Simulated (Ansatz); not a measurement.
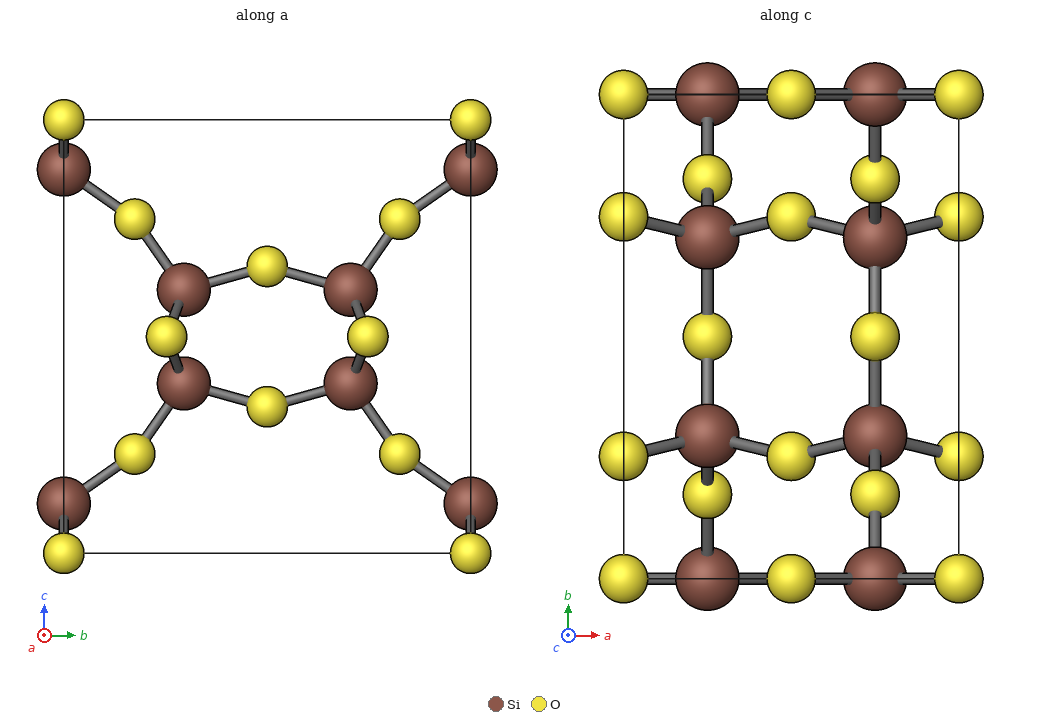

Drawn in the ball-and-stick manner and seen along the a axis and along the c axis. Lines trace the edges of the conventional unit cell.

SiO₂, space group Pmma (No. 51), a = 5.28 Å, b = 7.62 Å, c = 8.11 Å, α = 90.00°, β = 90.00°, γ = 90.00°.

Results below were computed with Ansatz, DFT r2SCAN, scalar-relativistic, plane waves, PAW; the settings were 500 eV cutoff, a 4×4×4 grid in reciprocal space, Gaussian smearing of 0.02 eV, no spin polarisation.

**What is the band gap, if any?**

An insulator at this level, with a gap of 6.12 eV on the k-mesh (the true edges may lie between mesh points, so the gap can be somewhat smaller).

Provenance: a structure listed in the Materials Project. It was relaxed at fixed volume with DFT r2SCAN, scalar-relativistic, plane waves, PAW (Ansatz).
